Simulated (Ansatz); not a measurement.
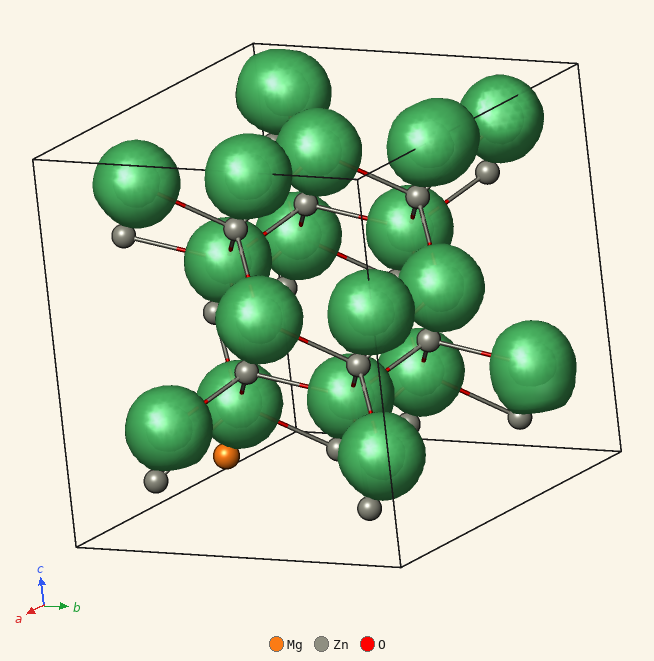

*MgZn17O18 (cell with a defect). Isosurface of the electron localisation function at 0.75 (green), seen at an oblique angle. Only the valence region is drawn (cores and ρ < 0.01 e/Å³ removed). Sticks mark near contacts.*

These are results of Ansatz 0.2.0, DFT PBE, scalar-relativistic, plane waves, PAW, not measurements.

In a PAW calculation such maps are meaningful between the atoms, not at the nuclei.

> Identify the bonds, lone pairs and shells in this picture.

At this value the surface marks out 18 regions wrapped around O (the valence shell of each), counted in one cell of 36 atoms. Regions shared between cells count once. Profiles from the grid: Mg–O (1.99 Å): the ELF peaks at about 0.85 in the valence shell of O, 0.7 Å from its nucleus, and is about 0.35 at the midpoint (a closed-shell, largely ionic contact). Zn–O (2.00 Å): the ELF peaks at about 0.85 in the valence shell of O, 0.6 Å from its nucleus, and is about 0.25 at the midpoint (no localised pair shows between them).

> Metal or insulator at this level of theory?

It is gapped, with a Kohn–Sham gap of 2.1 eV on the k-point mesh, an upper bound to the gap of this method.
